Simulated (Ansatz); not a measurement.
# Geometry relaxation of F (part 1 of 3)

- system: F (C2/m, 4 atoms in the cell)
- method: DFT, PBE-D3(BJ), plane waves, PAW, no spin polarisation (Ansatz 0.2.0)

The structure derives from a Materials Project entry.

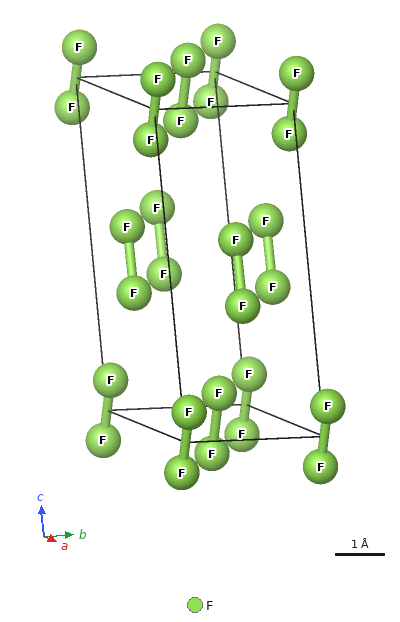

*The input geometry (ball-and-stick view of the cell 2 times as large as that of the calculation, set on its symmetry axes, seen slightly off an axis).*

Near neighbours in the crystal (not all of them lie inside the picture): F has 1 F at 1.41 Å.

## Input
```yaml
crystal:
  lattice:
    - [2.6504942725, -1.5173207734, 0.0]
    - [2.6504942725, 1.5173207734, 0.0]
    - [-2.1034238926, 0.0, 6.7261075073]
  atoms:
    - { symbol: F, position: [0.50449513, 0.50449513, 0.40085011] }
    - { symbol: F, position: [0.08535816, 0.08535816, 0.09860326] }
    - { symbol: F, position: [0.49550487, 0.49550487, 0.59914989] }
    - { symbol: F, position: [0.91464184, 0.91464184, 0.90139674] }
kpoints:
  mp_grid: { grid: [8, 8, 4] }
hamiltonian:
  xc: pbe
  dispersion: d3bj
scf:
  occupations: { method: fermi_dirac, width: 0.02 }
relax:
  f_tol: 0.005
  cell: {}
output:
  write_density: true
  write_potential: true
  elf: true
  volumetric_format: npy
```

Command:
```bash
ansatz run input.yaml --threads 2 --pin off --max-ram 2211MiB --backend cpu --events-out ev --progress --plain --runs-dir out
```

## What the program printed
```
Engine: ansatz 0.2.0, aarch64-unknown-linux-gnu
Pseudopotentials: kind: paw
Pseudopotential: F, paw, valence charge 7, recommended cutoff 420 eV (normal), F.paw.azcp
Functional definition: PBE
  parameter kappa = 0.804
  parameter beta = 0.06672455060314922
  exchange = pbe_x(kappa = kappa, mu = beta*pi^2/3)
  correlation = pbe_c(beta = beta)
Crystal: 4 atoms, lattice volume = 54.100 Å³
Basis set: ecut = 420 eV, 1055 PW (Γ), exchange–correlation on 48×48×96 points (8 copies of the dense FFT grid, shifted against one another)
Bands: 18, of which v1, the nominal top of the filled ones, is band 14 counted from 1 (13 counted from 0)
Symmetry: 4 space group operations
Space group: C2/m (ITA 12), of the structure as read, at distance tolerance 3.8e-5 Å
k-points: 78 of 256
Non-local potential: F, projectors of the file, l = 0: 2, l = 1: 2, l = 2: 1
PAW form: soft (Blöchl's): semilocal exchange-correlation on the pseudo side does not see the compensation charge
PAW one-centre angular grid: F, 110 points (default); XC on 64 Gauss nodes
Initial density: superposition of atomic densities (neutral atoms: chi_scale 0, normalization atom), corrected by the library's trained network
Initial wavefunctions: pseudopotential atomic-orbital guess
Functional: x = pbe(κ = 0.804, μ = 0.2195149727645171), c = pbe(β = 0.06672455060314922)
SCF iter   1: F=—  HF=-3222.474828 eV  |F-HF|=—  |Δ(HF+E_count)|=         —  Δρ=3.47e-3  dr2=1.71e-3  ethr=1.77e-3  ⟨swp⟩=5.2  Hψ=6114  notcnv=0
preconditioner: auto → none  [insulator: Δε(μ)=2.534 eV  Ē_g=16.752 eV  σ=0.020 eV  W_gap=1.00  n_scr=10 (ndim 8)  ℏωp=26.7 eV  f_vac=0.207  D(μ)=0.00/eV (n_scr^D=0)  ε∞_Penn≈3.5]
SCF iter   2: F=—  HF=-3222.477322 eV  |F-HF|=—  |Δ(HF+E_count)|=   2.49e-3  Δρ=1.64e-3  dr2=3.16e-4  ethr=6.11e-6  ⟨swp⟩=2.4  Hψ=3341  notcnv=0
SCF iter   3: F=—  HF=-3222.477945 eV  |F-HF|=—  |Δ(HF+E_count)|=   6.22e-4  Δρ=4.44e-4  dr2=5.66e-5  ethr=1.13e-6  ⟨swp⟩=2.0  Hψ=2697  notcnv=0
SCF iter   4: F=—  HF=-3222.478004 eV  |F-HF|=—  |Δ(HF+E_count)|=   5.92e-5  Δρ=1.00e-4  dr2=1.74e-6  ethr=2.02e-7  ⟨swp⟩=2.0  Hψ=2163  notcnv=0
SCF iter   5: F=—  HF=-3222.478007 eV  |F-HF|=—  |Δ(HF+E_count)|=   3.58e-6  Δρ=3.39e-5  dr2=2.45e-7  ethr=6.22e-9  ⟨swp⟩=2.0  Hψ=2193  notcnv=0
SCF iter   6: F=-3222.478008 eV  HF=-3222.478008 eV  |F-HF|=4.67e-8  |Δ(HF+E_count)|=   2.50e-7  Δρ=8.65e-6  dr2=1.05e-8  ethr=3.57e-10  ⟨swp⟩=7.2  Hψ=7615  notcnv=0
SCF 1 converged in 6 iterations: F = -3222.478008 eV  dr2 = 1.05e-8
  greatest PAW one-centre occupation: 0.940 electrons in one spin orbital (limit 2), on the F atom at site 3 (counted from 0), in its partial waves of l = 0
relax step   1: F+E_penalty+E_count = -3222.47800758 eV  Δ(F+E_penalty+E_count) = +0.000e0 eV  max|allowed force component| = 1.213e-1 eV/Å  Δτ_max = 0.0000 Å  P = +2.337 GPa  Ω = 54.100 Å³  (6 SCF iters, dr2 threshold 1.00e-7 eV, accepted)
Crystal: 4 atoms, lattice volume = 58.911 Å³
Basis set: ecut = 420 eV, 1139 PW (Γ), exchange–correlation on 48×48×96 points (8 copies of the dense FFT grid, shifted against one another)
Initial density: handed on by an earlier stage of this run
Initial wavefunctions: those handed on with the density
iter 1 solved again at ethr=4.39e-4 eV; its pass at ethr=3.10e-3 eV (dr2=1.23e-1 eV) is discarded
SCF iter   1: F=—  HF=-3222.467009 eV  |F-HF|=—  |Δ(HF+E_count)|=         —  Δρ=3.71e-2  dr2=1.23e-1  ethr=4.39e-4  ⟨swp⟩=1.0  Hψ=7850  notcnv=0
preconditioner: auto → none  [insulator: Δε(μ)=2.506 eV  Ē_g=16.417 eV  σ=0.020 eV  W_gap=1.00  n_scr=14 (ndim 8)  ℏωp=25.6 eV  f_vac=0.277  D(μ)=0.00/eV (n_scr^D=0)  ε∞_Penn≈3.4]
SCF iter   2: F=—  HF=-3222.462050 eV  |F-HF|=—  |Δ(HF+E_count)|=   4.96e-3  Δρ=1.59e-2  dr2=1.82e-2  ethr=4.39e-4  ⟨swp⟩=3.0  Hψ=2498  notcnv=0
SCF iter   3: F=—  HF=-3222.468137 eV  |F-HF|=—  |Δ(HF+E_count)|=   6.09e-3  Δρ=3.32e-3  dr2=8.92e-4  ethr=6.49e-5  ⟨swp⟩=2.0  Hψ=1716  notcnv=0
SCF iter   4: F=—  HF=-3222.468482 eV  |F-HF|=—  |Δ(HF+E_count)|=   3.45e-4  Δρ=4.65e-4  dr2=4.21e-5  ethr=3.19e-6  ⟨swp⟩=2.4  Hψ=2431  notcnv=0
SCF iter   5: F=—  HF=-3222.468555 eV  |F-HF|=—  |Δ(HF+E_count)|=   7.29e-5  Δρ=1.13e-4  dr2=1.49e-6  ethr=1.50e-7  ⟨swp⟩=2.0  Hψ=2340  notcnv=0
SCF iter   6: F=-3222.468556 eV  HF=-3222.468556 eV  |F-HF|=8.43e-9  |Δ(HF+E_count)|=   4.19e-7  Δρ=1.23e-5  dr2=2.38e-8  ethr=1.43e-9  ⟨swp⟩=7.9  Hψ=8298  notcnv=0
SCF 2 converged in 6 iterations: F = -3222.468556 eV  dr2 = 2.38e-8
relax step   2: F+E_penalty+E_count = -3222.46855569 eV  Δ(F+E_penalty+E_count) = +9.452e-3 eV  max|allowed force component| = 2.348e-2 eV/Å  Δτ_max = 0.0462 Å  P = -0.579 GPa  Ω = 58.911 Å³  energy of the carried Pulay correction = -3.051e-2 eV  (6 SCF iters, dr2 threshold 4.00e-7 eV, accepted)
[... from here on the SCF iterations and repeated set-up lines of each step are left out, up to the last step ...]
SCF 3 converged in 5 iterations: F = -3222.480821 eV  dr2 = 1.07e-7
relax step   3: F+E_penalty+E_count = -3222.48082125 eV  Δ(F+E_penalty+E_count) = -1.227e-2 eV  max|allowed force component| = 1.313e-2 eV/Å  Δτ_max = 0.0193 Å  P = +0.065 GPa  Ω = 57.872 Å³  energy of the carried Pulay correction = -2.414e-2 eV  (5 SCF iters, dr2 threshold 4.00e-7 eV, accepted)
SCF 4 converged in 6 iterations: F = -3222.476033 eV  dr2 = 6.52e-8
relax step   4: F+E_penalty+E_count = -3222.47603310 eV  Δ(F+E_penalty+E_count) = +4.788e-3 eV  max|allowed force component| = 2.839e-1 eV/Å  Δτ_max = 0.0820 Å  P = +0.718 GPa  Ω = 58.306 Å³  energy of the carried Pulay correction = -2.682e-2 eV  (6 SCF iters, dr2 threshold 2.52e-7 eV, rejected (line search))
SCF 5 converged in 9 iterations: F = -3222.480348 eV  dr2 = 1.59e-12
relax step   5: F+E_penalty+E_count = -3222.48034752 eV  Δ(F+E_penalty+E_count) = +4.737e-4 eV  max|allowed force component| = 4.704e-2 eV/Å  Δτ_max = 0.0334 Å  P = +0.159 GPa  Ω = 58.095 Å³  energy of the carried Pulay correction = -2.552e-2 eV  (9 SCF iters, accepted)
SCF 6 converged in 4 iterations: F = -3222.479754 eV  dr2 = 2.35e-7
relax step   6: F+E_penalty+E_count = -3222.47975413 eV  Δ(F+E_penalty+E_count) = +5.934e-4 eV  max|allowed force component| = 2.298e-3 eV/Å  Δτ_max = 0.0057 Å  P = -0.011 GPa  Ω = 58.225 Å³  energy of the carried Pulay correction = -2.632e-2 eV  (4 SCF iters, dr2 threshold 4.00e-7 eV, accepted)
SCF 7 converged in 7 iterations: F = -3222.513354 eV  dr2 = 7.42e-12
relax step   7: F+E_penalty+E_count = -3222.51335370 eV  Δ(F+E_penalty+E_count) = -3.360e-2 eV  max|allowed force component| = 4.169e-3 eV/Å  Δτ_max = 0.0000 Å  P = +1.062 GPa  Ω = 58.225 Å³  stress off target by 1.29e0 GPa  SCF on the basis re-selected at this cell (its energy is not comparable with the rows above)  (7 SCF iters)
SCF 8 converged in 5 iterations: F = -3222.508775 eV  dr2 = 9.38e-8
relax step   8: F+E_penalty+E_count = -3222.50877485 eV  Δ(F+E_penalty+E_count) = +4.579e-3 eV  max|allowed force component| = 7.702e-3 eV/Å  Δτ_max = 0.0136 Å  P = +0.487 GPa  Ω = 60.055 Å³  energy of the carried Pulay correction = -1.492e-2 eV  (5 SCF iters, dr2 threshold 4.00e-7 eV, accepted)
SCF 9 converged in 5 iterations: F = -3222.495908 eV  dr2 = 2.02e-7
relax step   9: F+E_penalty+E_count = -3222.49590764 eV  Δ(F+E_penalty+E_count) = +1.287e-2 eV  max|allowed force component| = 4.701e-2 eV/Å  Δτ_max = 0.0133 Å  P = +0.079 GPa  Ω = 61.927 Å³  energy of the carried Pulay correction = -3.060e-2 eV  (5 SCF iters, dr2 threshold 4.00e-7 eV, accepted)
SCF 10 converged in 4 iterations: F = -3222.496411 eV  dr2 = 1.37e-7
relax step  10: F+E_penalty+E_count = -3222.49641050 eV  Δ(F+E_penalty+E_count) = -5.029e-4 eV  max|allowed force component| = 1.886e-3 eV/Å  Δτ_max = 0.0030 Å  P = +0.016 GPa  Ω = 62.015 Å³  energy of the carried Pulay correction = -3.042e-2 eV  (4 SCF iters, dr2 threshold 3.68e-7 eV, accepted)
SCF 11 converged in 6 iterations: F = -3222.496011 eV  dr2 = 5.99e-10
relax step  11: F+E_penalty+E_count = -3222.49601076 eV  Δ(F+E_penalty+E_count) = +3.997e-4 eV  max|allowed force component| = 5.251e-3 eV/Å  Δτ_max = 0.0041 Å  P = +0.017 GPa  Ω = 62.114 Å³  energy of the carried Pulay correction = -3.085e-2 eV  (6 SCF iters, dr2 threshold 1.51e-8 eV, accepted)
SCF 12 converged in 5 iterations: F = -3222.495783 eV  dr2 = 3.29e-9
relax step  12: F+E_penalty+E_count = -3222.49578289 eV  Δ(F+E_penalty+E_count) = +2.279e-4 eV  max|allowed force component| = 1.607e-3 eV/Å  Δτ_max = 0.0038 Å  P = +0.003 GPa  Ω = 62.156 Å³  energy of the carried Pulay correction = -3.110e-2 eV  (5 SCF iters, dr2 threshold 7.36e-9 eV, accepted)
SCF 13 converged in 7 iterations: F = -3222.533061 eV  dr2 = 2.55e-12
relax step  13: F+E_penalty+E_count = -3222.53306142 eV  Δ(F+E_penalty+E_count) = -3.728e-2 eV  max|allowed force component| = 3.203e-3 eV/Å  Δτ_max = 0.0000 Å  P = +0.526 GPa  Ω = 62.156 Å³  stress off target by 7.27e-1 GPa  SCF on the basis re-selected at this cell (its energy is not comparable with the rows above)  (7 SCF iters)
SCF 14 converged in 5 iterations: F = -3222.524759 eV  dr2 = 1.65e-7
relax step  14: F+E_penalty+E_count = -3222.52475915 eV  Δ(F+E_penalty+E_count) = +8.302e-3 eV  max|allowed force component| = 8.155e-3 eV/Å  Δτ_max = 0.0249 Å  P = +0.172 GPa  Ω = 63.663 Å³  energy of the carried Pulay correction = -1.317e-2 eV  (5 SCF iters, dr2 threshold 4.00e-7 eV, accepted)
SCF 15 converged in 6 iterations: F = -3222.514784 eV  dr2 = 6.17e-9
relax step  15: F+E_penalty+E_count = -3222.51478369 eV  Δ(F+E_penalty+E_count) = +9.975e-3 eV  max|allowed force component| = 6.062e-2 eV/Å  Δτ_max = 0.0366 Å  P = -0.110 GPa  Ω = 65.118 Å³  energy of the carried Pulay correction = -2.402e-2 eV  (6 SCF iters, dr2 threshold 1.34e-7 eV, accepted)
SCF 16 converged in 5 iterations: F = -3222.514052 eV  dr2 = 7.53e-8
relax step  16: F+E_penalty+E_count = -3222.51405155 eV  Δ(F+E_penalty+E_count) = +7.321e-4 eV  max|allowed force component| = 4.157e-2 eV/Å  Δτ_max = 0.0170 Å  P = +0.071 GPa  Ω = 65.271 Å³  energy of the carried Pulay correction = -2.499e-2 eV  (5 SCF iters, dr2 threshold 2.30e-7 eV, accepted)
SCF 17 converged in 5 iterations: F = -3222.513876 eV  dr2 = 1.10e-8
relax step  17: F+E_penalty+E_count = -3222.51387620 eV  Δ(F+E_penalty+E_count) = +1.753e-4 eV  max|allowed force component| = 1.446e-3 eV/Å  Δτ_max = 0.0052 Å  P = +0.006 GPa  Ω = 65.351 Å³  energy of the carried Pulay correction = -2.525e-2 eV  (5 SCF iters, dr2 threshold 1.46e-7 eV, accepted)
SCF 18 converged in 6 iterations: F = -3222.541957 eV  dr2 = 2.25e-11
relax step  18: F+E_penalty+E_count = -3222.54195720 eV  Δ(F+E_penalty+E_count) = -2.808e-2 eV  max|allowed force component| = 1.242e-3 eV/Å  Δτ_max = 0.0000 Å  P = +0.235 GPa  Ω = 65.351 Å³  stress off target by 4.03e-1 GPa  SCF on the basis re-selected at this cell (its energy is not comparable with the rows above)  (6 SCF iters)
SCF 19 converged in 5 iterations: F = -3222.536577 eV  dr2 = 9.32e-8
relax step  19: F+E_penalty+E_count = -3222.53657671 eV  Δ(F+E_penalty+E_count) = +5.380e-3 eV  max|allowed force component| = 2.458e-3 eV/Å  Δτ_max = 0.0079 Å  P = +0.066 GPa  Ω = 66.159 Å³  energy of the carried Pulay correction = -7.538e-3 eV  (5 SCF iters, dr2 threshold 4.00e-7 eV, accepted)
SCF 20 converged in 5 iterations: F = -3222.533653 eV  dr2 = 1.12e-9
relax step  20: F+E_penalty+E_count = -3222.53365342 eV  Δ(F+E_penalty+E_count) = +2.923e-3 eV  max|allowed force component| = 5.565e-4 eV/Å  Δτ_max = 0.0018 Å  P = +0.005 GPa  Ω = 66.536 Å³  energy of the carried Pulay correction = -1.063e-2 eV  (5 SCF iters, dr2 threshold 3.42e-8 eV, accepted)
SCF 21 converged in 6 iterations: F = -3222.545539 eV  dr2 = 2.06e-12
relax step  21: F+E_penalty+E_count = -3222.54553855 eV  Δ(F+E_penalty+E_count) = -1.189e-2 eV  max|allowed force component| = 8.389e-4 eV/Å  Δτ_max = 0.0000 Å  P = +0.152 GPa  Ω = 66.536 Å³  stress off target by 2.76e-1 GPa  SCF on the basis re-selected at this cell (its energy is not comparable with the rows above)  (6 SCF iters)
SCF 22 converged in 5 iterations: F = -3222.540289 eV  dr2 = 7.55e-8
relax step  22: F+E_penalty+E_count = -3222.54028900 eV  Δ(F+E_penalty+E_count) = +5.250e-3 eV  max|allowed force component| = 2.532e-3 eV/Å  Δτ_max = 0.0086 Å  P = +0.021 GPa  Ω = 67.233 Å³  energy of the carried Pulay correction = -6.418e-3 eV  (5 SCF iters, dr2 threshold 1.90e-7 eV, accepted)
SCF 23 converged in 6 iterations: F = -3222.539065 eV  dr2 = 1.30e-11
relax step  23: F+E_penalty+E_count = -3222.53906501 eV  Δ(F+E_penalty+E_count) = +1.224e-3 eV  max|allowed force component| = 2.693e-3 eV/Å  Δτ_max = 0.0014 Å  P = -0.004 GPa  Ω = 67.377 Å³  energy of the carried Pulay correction = -7.676e-3 eV  (6 SCF iters, accepted)
SCF 24 converged in 6 iterations: F = -3222.547521 eV  dr2 = 2.34e-11
relax step  24: F+E_penalty+E_count = -3222.54752077 eV  Δ(F+E_penalty+E_count) = -8.456e-3 eV  max|allowed force component| = 2.122e-3 eV/Å  Δτ_max = 0.0000 Å  P = +0.104 GPa  Ω = 67.377 Å³  stress off target by 1.90e-1 GPa  SCF on the basis re-selected at this cell (its energy is not comparable with the rows above)  (6 SCF iters)
SCF 25 converged in 5 iterations: F = -3222.543309 eV  dr2 = 2.50e-8
relax step  25: F+E_penalty+E_count = -3222.54330889 eV  Δ(F+E_penalty+E_count) = +4.212e-3 eV  max|allowed force component| = 8.873e-4 eV/Å  Δτ_max = 0.0051 Å  P = +0.018 GPa  Ω = 67.939 Å³  energy of the carried Pulay correction = -4.836e-3 eV  (5 SCF iters, dr2 threshold 9.05e-8 eV, accepted)
SCF 26 converged in 7 iterations: F = -3222.542275 eV  dr2 = 1.63e-12
relax step  26: F+E_penalty+E_count = -3222.54227483 eV  Δ(F+E_penalty+E_count) = +1.034e-3 eV  max|allowed force component| = 6.011e-4 eV/Å  Δτ_max = 0.0019 Å  P = +0.002 GPa  Ω = 68.062 Å³  energy of the carried Pulay correction = -5.890e-3 eV  (7 SCF iters, accepted)
SCF 27 converged in 6 iterations: F = -3222.548725 eV  dr2 = 1.33e-11
relax step  27: F+E_penalty+E_count = -3222.54872497 eV  Δ(F+E_penalty+E_count) = -6.450e-3 eV  max|allowed force component| = 1.118e-3 eV/Å  Δτ_max = 0.0000 Å  P = +0.080 GPa  Ω = 68.062 Å³  stress off target by 1.39e-1 GPa  SCF on the basis re-selected at this cell (its energy is not comparable with the rows above)  (6 SCF iters)
SCF 28 converged in 5 iterations: F = -3222.545295 eV  dr2 = 1.11e-8
relax step  28: F+E_penalty+E_count = -3222.54529536 eV  Δ(F+E_penalty+E_count) = +3.430e-3 eV  max|allowed force component| = 2.515e-3 eV/Å  Δτ_max = 0.0034 Å  P = +0.009 GPa  Ω = 68.529 Å³  energy of the carried Pulay correction = -3.775e-3 eV  (5 SCF iters, dr2 threshold 4.83e-8 eV, accepted)
SCF 29 converged in 6 iterations: F = -3222.548993 eV  dr2 = 1.49e-11
relax step  29: F+E_penalty+E_count = -3222.54899319 eV  Δ(F+E_penalty+E_count) = -3.698e-3 eV  max|allowed force component| = 2.116e-3 eV/Å  Δτ_max = 0.0000 Å  P = +0.052 GPa  Ω = 68.529 Å³  stress off target by 1.04e-1 GPa  SCF on the basis re-selected at this cell (its energy is not comparable with the rows above)  (6 SCF iters)
SCF 30 converged in 5 iterations: F = -3222.545666 eV  dr2 = 1.68e-8
relax step  30: F+E_penalty+E_count = -3222.54566604 eV  Δ(F+E_penalty+E_count) = +3.327e-3 eV  max|allowed force component| = 4.774e-3 eV/Å  Δτ_max = 0.0047 Å  P = -0.013 GPa  Ω = 68.953 Å³  energy of the carried Pulay correction = -3.559e-3 eV  (5 SCF iters, dr2 threshold 2.72e-8 eV, accepted)
SCF 31 converged in 5 iterations: F = -3222.549668 eV  dr2 = 3.13e-11
relax step  31: F+E_penalty+E_count = -3222.54966845 eV  Δ(F+E_penalty+E_count) = -4.002e-3 eV  max|allowed force component| = 4.418e-3 eV/Å  Δτ_max = 0.0000 Å  P = +0.033 GPa  Ω = 68.953 Å³  stress off target by 7.77e-2 GPa  SCF on the basis re-selected at this cell (its energy is not comparable with the rows above)  (5 SCF iters)
SCF 32 converged in 5 iterations: F = -3222.547151 eV  dr2 = 8.49e-9
relax step  32: F+E_penalty+E_count = -3222.54715052 eV  Δ(F+E_penalty+E_count) = +2.518e-3 eV  max|allowed force component| = 3.756e-3 eV/Å  Δτ_max = 0.0031 Å  P = -0.007 GPa  Ω = 69.270 Å³  energy of the carried Pulay correction = -2.659e-3 eV  (5 SCF iters, dr2 threshold 1.51e-8 eV, accepted)
SCF 33 converged in 5 iterations: F = -3222.549947 eV  dr2 = 3.83e-11
relax step  33: F+E_penalty+E_count = -3222.54994717 eV  Δ(F+E_penalty+E_count) = -2.797e-3 eV  max|allowed force component| = 3.334e-3 eV/Å  Δτ_max = 0.0000 Å  P = +0.024 GPa  Ω = 69.270 Å³  stress off target by 6.30e-2 GPa  SCF on the basis re-selected at this cell (its energy is not comparable with the rows above)  (5 SCF iters)
SCF 34 converged in 6 iterations: F = -3222.547947 eV  dr2 = 2.38e-10
```
